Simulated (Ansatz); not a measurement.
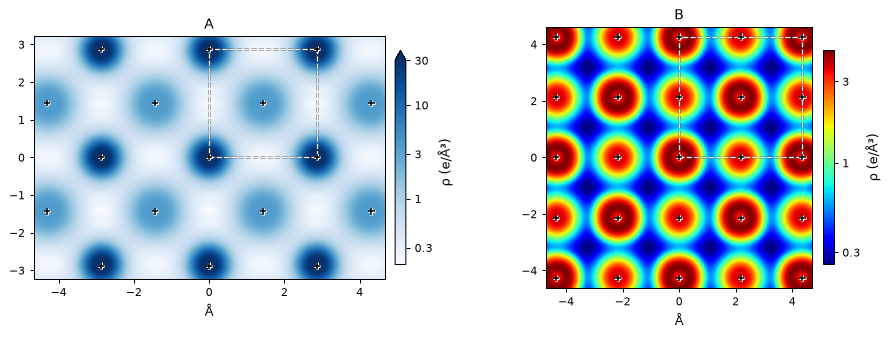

The valence charge density (pseudo) of 2 systems, each on a plane through atoms (crosses mark nuclei in the plane).

Level of theory: DFT, PBE, PAW with Ansatz's default frozen-core files, scalar-relativistic in Ansatz 0.2.0.

System 1: GaN, the (001) plane of the conventional cell. Space group I4/mmm; changed on purpose from its base cell (equal xx and yy strain of +2 %, PAW files); computed pressure about 51 GPa in this cell.

```cif
data_structure
_symmetry_space_group_name_H-M 'P 1'
_symmetry_Int_Tables_number 1
_cell_length_a 2.8742
_cell_length_b 2.8742
_cell_length_c 3.9850
_cell_angle_alpha 90.000
_cell_angle_beta 90.000
_cell_angle_gamma 90.000
_cell_volume 32.92
loop_
_atom_site_label
_atom_site_type_symbol
_atom_site_fract_x
_atom_site_fract_y
_atom_site_fract_z
_atom_site_occupancy
Ga1 Ga 0.50000 0.50000 0.00000 1
Ga2 Ga 0.00000 0.00000 0.50000 1
N1 N 0.00000 0.00000 0.00000 1
N2 N 0.50000 0.50000 0.50000 1
```

System 2: TaN, the (11̄0) plane of the conventional cell. Space group I4/mmm; changed on purpose from its base cell (equal xx and yy strain of -2 %, PAW files); computed pressure about 32 GPa in this cell.

```
CELL_PARAMETERS angstrom
2.13542 -2.13542 0.00000
2.13542 2.13542 0.00000
0.00000 0.00000 4.35800
ATOMIC_POSITIONS crystal
Ta 0.50000 0.50000 0.00000
Ta 0.00000 0.00000 0.50000
N 0.00000 0.00000 0.00000
N 0.50000 0.50000 0.50000
```

Question: Which map belongs to which system?

Answer: Panel A is system 1, GaN: the plane holds Ga and N. Panel B is system 2, TaN: the plane holds Ta and N. Ta–N (2.14 Å): the density is about 0.62 e/Å³ at the midpoint.
